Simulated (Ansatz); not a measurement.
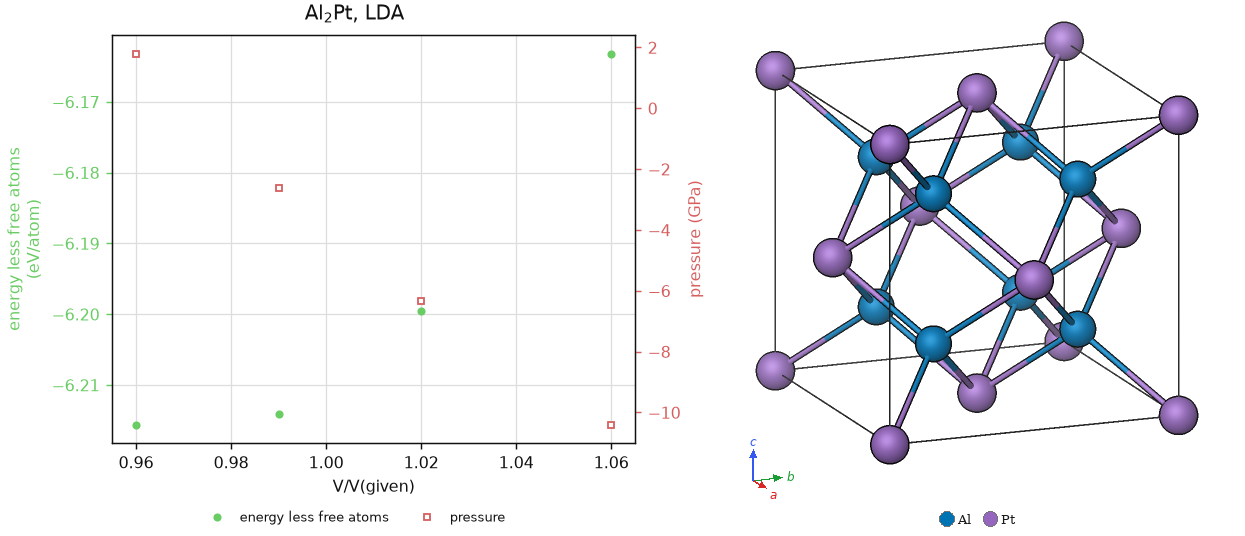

Plotted: energy less free atoms and pressure against V/V(given) for Al₂Pt, space group Fm-3m (No. 225). The conventional cell is drawn beside the plot.

Cell as given: a = 4.179 Å, b = 4.179 Å, c = 4.179 Å, α = 60.00°, β = 60.00°, γ = 60.00°; 3 atoms.

Calculation (Ansatz 0.2.0): periodic Kohn-Sham DFT of a crystal at fixed atoms, scaled to the stated factor times the given cell; pressure positive in compression, energy less spherical unpolarised free atoms. Level: LDA.

| setting | value |
| --- | --- |
| method | all-electron LAPW |
| relativity | scalar |
| k mesh | 12×12×12 |
| occupations | Fermi–Dirac |
| smearing width | 0.08 eV |
| basis error target | 1 (meV/atom) |
| nucleus | Gaussian |

V(given) is 17.20 Å³/atom.

Question: What does the energy less free atoms do across the range?

Answer: It rises from −6.2156 eV/atom at V/V(given) 0.96 to −6.1632 eV/atom at 1.06.

Question: How does the pressure vary with V/V(given)?

Answer: It falls from 1.8 GPa at V/V(given) 0.96 to −10.4 GPa at 1.06, and changes sign near 0.97.

Note: no spin-orbit coupling on heavy atoms.
